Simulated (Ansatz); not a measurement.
**Band-structure calculation, with input and output: TiO2**

- system: TiO2 (6 atoms in the cell)
- method: DFT PBE, scalar-relativistic, plane waves, PAW, no spin polarisation (Ansatz 0.2.0)

The structure derives from a Materials Project entry. Figures and captions count atoms from 1; the log counts them from 0 in places.

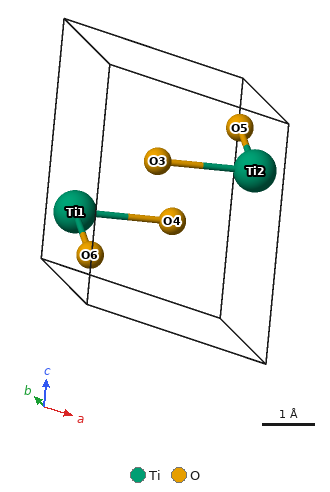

Fig. 1: The structure as given in the input (ball-and-stick view of the cell of the calculation, seen slightly off an axis; atoms are numbered from 1 in the order of the input). Near neighbours in the crystal (not all of them lie inside the picture): Ti has 6 O at 1.95 to 2.00 Å; O has 3 Ti at 1.95 to 2.00 Å.

### Key numbers

| quantity | value |
| --- | --- |
| outcome | converged |
| space group (tolerance 0.01 Å) | I4₁/amd (141) |
| electrons treated | 48 |
| free energy | −7277.5000 eV |
| Fermi energy | 8.020 eV |
| gap on the k-point mesh | 2.16 eV |
| gap on the band path | 2.12 eV |
| pressure | 0.01 GPa |
| largest force (length of the vector) | under 0.001 eV/Å |
| hardware | 1 thread of Intel Xeon @ 2.50GHz (Skylake/Cascade Lake), 64 GiB of memory available, shared host |
| wall time | 2.6 min |
| peak memory | 0.79 GiB |

### Input file
```yaml
crystal:
  lattice:
    - [2.6862131181, -2.6862804199, -0.0195708574]
    - [2.6862131181, 2.6862804199, -0.0195708574]
    - [-2.6489319121, 0.0, 4.8689975963]
  atoms:
    - { symbol: Ti, position: [0.1251059414, 0.8748940586, 0.25] }
    - { symbol: Ti, position: [0.8748940586, 0.1251059414, 0.75] }
    - { symbol: O, position: [0.3314172322, 0.0816314284, 0.6629499151] }
    - { symbol: O, position: [0.6685827678, 0.9183685716, 0.3370500849] }
    - { symbol: O, position: [0.9183685716, 0.6685827678, 0.8370500849] }
    - { symbol: O, position: [0.0816314284, 0.3314172322, 0.1629499151] }
basis:
  ecutwfc: 420
kpoints:
  mp_grid: { grid: [8, 8, 6] }
  band_path:
    path:
      - [[0.0, 0.0, 0.0], [0.0, 0.0, 0.5], [-0.42329207, 0.42329207, 0.5]]
      - [[-0.57670793, -0.42329207, 0.5], [-0.5, -0.5, 0.5], [0.0, 0.0, 0.0], [-0.5, 0.5, 0.0]]
      - [[-0.5, 0.0, 0.5], [0.0, 0.0, 0.0], [-0.5, 0.0, 0.0]]
    npoints: 14
hamiltonian:
  xc: pbe
scf:
  occupations: { method: gaussian, width: 0.02 }
  n_extra_bands: 15
output:
  forces: true
  stress: true
  eigenvalues: true
  populations: true
  dos: { projected: true, de: 0.02, nscf_kmesh: { grid: [12, 12, 9] } }
  bader: true
  write_density: true
  write_potential: true
  elf: true
  volumetric_format: npy
```

Run as:
```bash
ansatz run input.yaml --threads 1 --pin off --max-ram 2560MiB --backend cpu --events-out ev --progress --plain --runs-dir out
```

### Output
```
scf.n_extra_bands = 15 over 24 filled bands (N_el = 48.0): the run solves 39 bands
Engine: ansatz 0.2.0, x86_64-unknown-linux-gnu
Pseudopotentials: kind: paw
Pseudopotential: Ti, paw, valence charge 12, recommended cutoff 420 eV (normal), Ti.paw.azcp
Pseudopotential: O, paw, valence charge 6, recommended cutoff 420 eV (normal), O.paw.azcp
Functional definition: PBE
  parameter kappa = 0.804
  parameter beta = 0.06672455060314922
  exchange = pbe_x(kappa = kappa, mu = beta*pi^2/3)
  correlation = pbe_c(beta = beta)
Crystal: 6 atoms, lattice volume = 69.990 Å³
Basis set: ecut = 420 eV, 1365 PW (Γ), exchange–correlation on 54×54×80 points (8 copies of the dense FFT grid, shifted against one another)
Bands: 39, of which v1, the nominal top of the filled ones, is band 24 counted from 1 (23 counted from 0)
Symmetry: 4 space group operations
Space group: C2/c (ITA 15), of the structure as read, at distance tolerance 4.1e-5 Å
k-points: 114 of 384
Non-local potential: Ti, projectors of the file, l = 0: 3, l = 1: 2, l = 2: 3, l = 3: 1
Non-local potential: O, projectors of the file, l = 0: 2, l = 1: 2, l = 2: 1
PAW form: soft (Blöchl's): semilocal exchange-correlation on the pseudo side does not see the compensation charge
PAW one-centre angular grid: Ti, 590 points (default); XC on 64 Gauss nodes
PAW one-centre angular grid: O, 110 points (default); XC on 64 Gauss nodes
Initial density: superposition of atomic densities (neutral atoms: chi_scale 0, normalization atom), corrected by the library's trained network
Initial wavefunctions: pseudopotential atomic-orbital guess
Functional: x = pbe(κ = 0.804, μ = 0.2195149727645171), c = pbe(β = 0.06672455060314922)
SCF iter   1: F=—  HF=-7277.497896 eV  |F-HF|=—  |Δ(HF+E_count)|=         —  Δρ=3.23e-3  dr2=2.12e-3  ethr=1.77e-3  ⟨swp⟩=6.0  Hψ=18004  notcnv=0  defer=270
preconditioner: auto → Resta (q_TF=auto, 2.562 Å⁻¹)  ε∞=4.6  [insulator: Δε(μ)=2.163 eV  Ē_g=13.288 eV  σ=0.020 eV  W_gap=1.00  n_scr=22 (ndim 8)  ℏωp=25.1 eV  f_vac=0.107  D(μ)=0.00/eV (n_scr^D=0)  ε∞_Penn≈4.6]
SCF iter   2: F=—  HF=-7277.499239 eV  |F-HF|=—  |Δ(HF+E_count)|=   1.34e-3  Δρ=1.72e-3  dr2=6.41e-4  ethr=4.42e-6  ⟨swp⟩=3.0  Hψ=7505  notcnv=0  defer=988
SCF iter   3: F=—  HF=-7277.499881 eV  |F-HF|=—  |Δ(HF+E_count)|=   6.42e-4  Δρ=8.91e-4  dr2=3.91e-4  ethr=1.33e-6  ⟨swp⟩=2.0  Hψ=5278  notcnv=0  defer=988
SCF iter   4: F=—  HF=-7277.499959 eV  |F-HF|=—  |Δ(HF+E_count)|=   7.78e-5  Δρ=1.40e-4  dr2=9.52e-6  ethr=8.16e-7  ⟨swp⟩=2.1  Hψ=4673  notcnv=0  defer=988
SCF iter   5: F=—  HF=-7277.499999 eV  |F-HF|=—  |Δ(HF+E_count)|=   4.04e-5  Δρ=4.42e-5  dr2=9.21e-7  ethr=1.98e-8  ⟨swp⟩=2.0  Hψ=5457  notcnv=0  defer=988
SCF iter   6: F=-7277.500000 eV  HF=-7277.500000 eV  |F-HF|=1.56e-7  |Δ(HF+E_count)|=   7.19e-7  Δρ=1.27e-5  dr2=7.36e-8  ethr=2.08e-10  ⟨swp⟩=12.4  Hψ=29704  notcnv=0
SCF 1 converged in 6 iterations: F = -7277.500000 eV  dr2 = 7.36e-8
  greatest PAW one-centre occupation: 0.999 electrons in one spin orbital (limit 2), on the Ti atom at site 1 (counted from 0), in its partial waves of l = 0
```

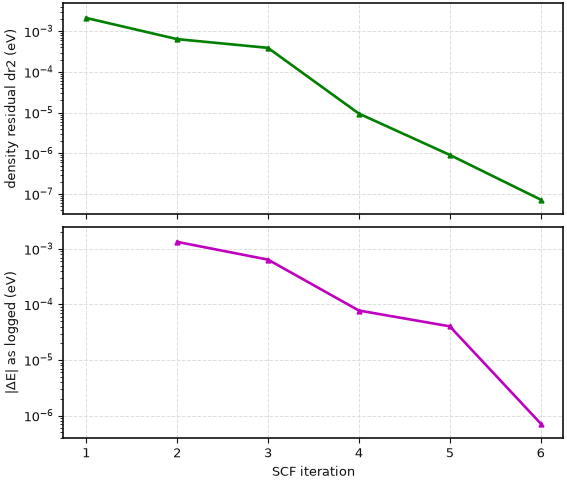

Fig. 2: Convergence of the self-consistent field: density residual dr2 and size of the energy change against the SCF iteration. The residual falls at every step.

```
NSCF: frozen V_eff on 101 k-points
NSCF: frozen V_eff on 355 k-points
SCF converged after 6 iterations
Free energy (F): -7277.500000 eV
Harris-Foulkes:  -7277.500000 eV  (|F-HF|=1.56e-7)
Internal energy: -7277.500000 eV  (E = F + TS)
E sigma→0 (E₀):  -7277.500000 eV
Fermi energy:    8.020378 eV
--- Per-component energies (eV) ---
  E_band       = -471.283078
  E_kinetic    = 1244.860488
  E_local      = -3616.065174  (includes V_loc(G=0)·N_el)
  E_nonlocal   = 196.373917
  E_hartree    = 1401.042479
  E_xc         = -492.100228
  E_vxc        = -623.121184  (∫ρ·V_xc dr)
  E_paw        = -2721.733591  (= ΣΔE_a)
  E_vpaw       = -475.433564  (= ΣTr[D̂ρ^β])
  E_aug_tail   = 0.010154  (compensation charges beyond the density's cutoff)
  E_ewald      = -3289.888046
  E_smearing   = -0.000000  (= −TS)
  E_closure    = 0.000000  (closes the sum)
  Σ components = -7277.500000   (vs F -7277.500000, Δ=0.00e0)
--- Forces (eV/Å), atoms counted from 1 ---
  atom   1  Ti     0.00000000     0.00025003     0.00000000
  atom   2  Ti    -0.00000000    -0.00025003     0.00000000
  atom   3  O     -0.00009143    -0.00038801    -0.00023992
  atom   4  O      0.00009143     0.00038801     0.00023992
  atom   5  O      0.00009143    -0.00038801     0.00023992
  atom   6  O     -0.00009143     0.00038801    -0.00023992
  max |Σ_I F_I| component: 5.42e-20 eV/Å
--- Stress (GPa, compression-positive) ---
        0.002334       0.000000      -0.013977
        0.000000       0.002626      -0.000000
       -0.013979      -0.000000       0.016795
  P = ⅓ Tr σ = 0.0073 GPa (0.073 kbar)
--- Band table (eV; the first three rows and the last of 114) ---
  k-point 0: bands = ["-49.4289", "-49.3771", "-25.8692", "-25.6528", "-25.6528", "-25.5909", "-25.5908", "-25.5141", "-10.5818", "-9.5620", "-9.4890", "-9.1080", "3.0918", "3.1960", "3.1960", "3.5984", "4.9841", "4.9841", "5.0116", "6.1811", "6.1812", "6.1901", "6.5542", "6.5542", "9.0995", "9.7672", "10.9564", "10.9564", "10.9619", "10.9619", "11.9372", "12.0571", "12.1938", "13.2059", "14.3481", "18.8221", "20.3995", "23.0900", "23.0900"]
  k-point 1: bands = ["-49.4254", "-49.3806", "-25.8461", "-25.6590", "-25.6590", "-25.5846", "-25.5846", "-25.5386", "-10.5082", "-9.5946", "-9.5037", "-9.1454", "3.1698", "3.2148", "3.2148", "3.4816", "4.9888", "4.9888", "5.2204", "6.0278", "6.0278", "6.0335", "6.6798", "6.6799", "9.1417", "9.7197", "10.8105", "10.8105", "11.1094", "11.1094", "11.7789", "12.1228", "12.1947", "13.3360", "14.4621", "18.2594", "21.1857", "23.2002", "23.2002"]
  k-point 2: bands = ["-49.4160", "-49.3901", "-25.7825", "-25.6690", "-25.6690", "-25.6051", "-25.5745", "-25.5745", "-10.3078", "-9.7730", "-9.4525", "-9.2408", "3.2534", "3.2534", "3.3054", "3.3562", "4.9991", "4.9991", "5.5214", "5.7667", "5.8241", "5.8241", "6.8220", "6.8220", "9.2586", "9.5920", "10.7144", "10.7144", "11.2101", "11.2101", "11.6758", "11.9768", "12.3875", "13.1186", "15.2259", "17.3705", "22.4819", "22.8749", "23.4465"]
  k-point 113: bands = ["-49.3992", "-49.3992", "-25.8308", "-25.8308", "-25.6985", "-25.6985", "-25.5491", "-25.5491", "-9.2618", "-9.2618", "-8.9552", "-8.9552", "2.6595", "2.6595", "2.8710", "2.8710", "3.3154", "3.3154", "4.4056", "4.4056", "4.9966", "4.9966", "6.9206", "6.9206", "10.2047", "10.2047", "10.6735", "10.6735", "11.7613", "11.7613", "13.3022", "13.3022", "14.1913", "14.1913", "18.8829", "18.8829", "19.4467", "19.4467", "22.9048"]
--- Löwdin populations: 6 sites ---
  site symbol       q [e]
     0     Ti     10.6288
     1     Ti     10.6288
     2      O      6.6455
     3      O      6.6455
     4      O      6.6455
     5      O      6.6455
  spilling = 0.003346 (of n_electrons = 48.000000)
--- Bader charges: 6 sites ---
  site symbol  charge [e]  shift [e]
     0     Ti      2.2766     0.0038
     1     Ti      2.2767     0.0038
     2      O     -1.1383     0.0019
     3      O     -1.1383     0.0019
     4      O     -1.1383     0.0019
     5      O     -1.1383     0.0019
  estimated error of the sums over rays = 4.8e-4 e
```

### File bader_charges.tsv
```
# site	symbol	x_ang	y_ang	z_ang	partial_charge_e	electrons	volume_ang3	relative_density_drop	shared_charge_e	partial_wave_shift_e
# quadrature_error_electrons = 4.8e-4
0	Ti	2.0240	2.0141	1.1977	2.27664	19.72336	7.20	-	2.27664	0.00379
1	Ti	0.6995	-2.0141	3.6322	2.27666	19.72334	7.20	-	2.27666	0.00379
2	O	-0.6466	-0.6710	3.2198	-1.13833	9.13833	13.90	-	-1.13833	0.00190
3	O	3.3701	0.6710	1.6100	-1.13832	9.13832	13.90	-	-1.13832	0.00190
4	O	2.0456	-0.6710	4.0445	-1.13832	9.13832	13.90	-	-1.13832	0.00190
5	O	0.6779	0.6710	0.7853	-1.13833	9.13833	13.90	-	-1.13833	0.00190
```

### File populations.tsv
```
# site	symbol	l	j	q
# orbitals = lowdin
# n_electrons = 48.000000
# spilling = 0.003346
0	Ti	0_3S	-	1.931928
0	Ti	0_4S	-	0.430921
0	Ti	1_3P	-	5.986432
0	Ti	2_3D	-	2.279480
1	Ti	0_3S	-	1.931928
1	Ti	0_4S	-	0.430921
1	Ti	1_3P	-	5.986432
1	Ti	2_3D	-	2.279480
2	O	0_2S	-	1.756790
2	O	1_2P	-	4.888672
3	O	0_2S	-	1.756790
3	O	1_2P	-	4.888672
4	O	0_2S	-	1.756790
4	O	1_2P	-	4.888672
5	O	0_2S	-	1.756790
5	O	1_2P	-	4.888672
```

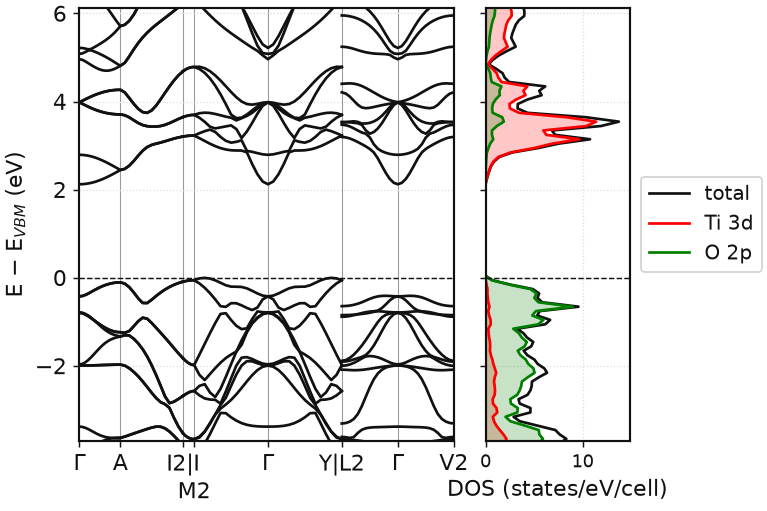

Fig. 3: Band structure along Γ–A–I2|I–M2–Γ–Y|L2–Γ–V2 and density of states (projected on Löwdin-orthogonalised atomic shells), with energies from the valence-band top. There is a gap of 2.12 eV on this path, indirect, from between M2 and Γ to Γ.

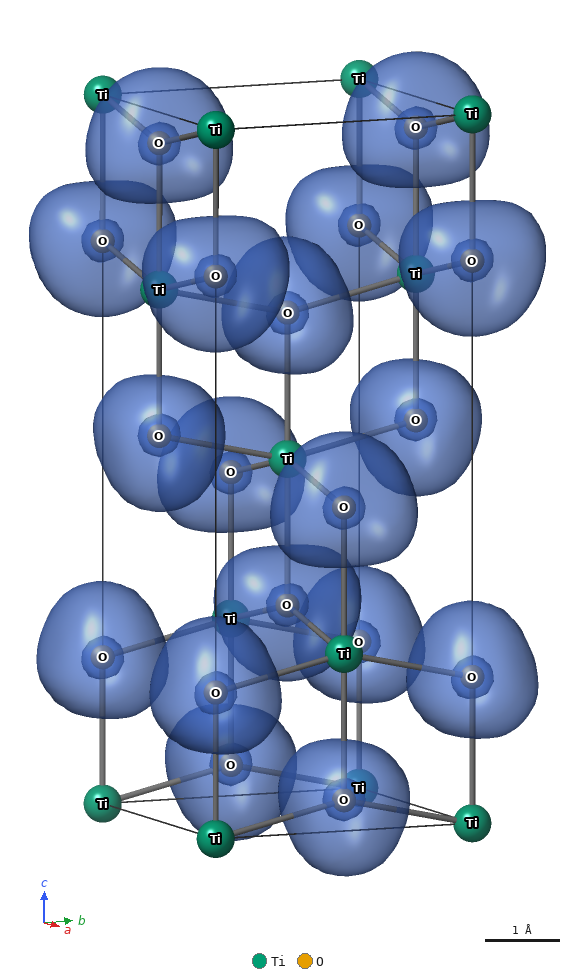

Fig. 4: Isosurface of the ELF at 0.6 (blue), seen slightly off an axis. Only the valence region is drawn (cores and ρ < 0.01 e/Å³ removed). Sticks mark near contacts. The outline is the cell set on symmetry axes. Profiles from the grid: Ti–O (1.95 Å): the ELF is about 0.20 at the midpoint. Ti–O (2.00 Å): the ELF is about 0.20 at the midpoint. Core electrons are frozen (PAW), so the fields are smoothed inside the atomic spheres.

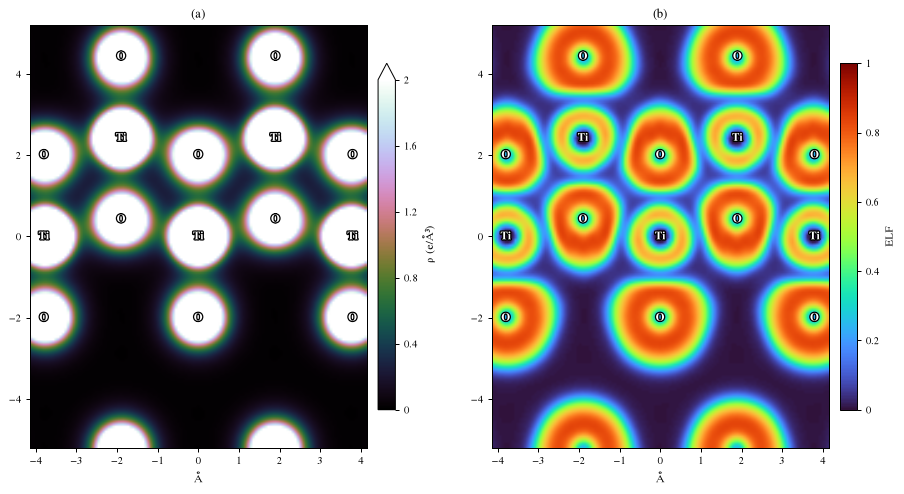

Fig. 5: (a) valence electron density; (b) electron localisation function on the (010) plane of the conventional cell. Ti–O (1.95 Å): ρ at the midpoint is about 0.72 e/Å³; the ELF is about 0.20 at the midpoint. Ti–O (2.00 Å): ρ is about 0.64 e/Å³ halfway; the ELF is about 0.20 at the midpoint. Away from the nuclei the density in this plane falls to 0.01 e/Å³ at its lowest. The strong features right at Ti lie inside the PAW spheres (semicore, d or f shells) and say nothing about bonding.
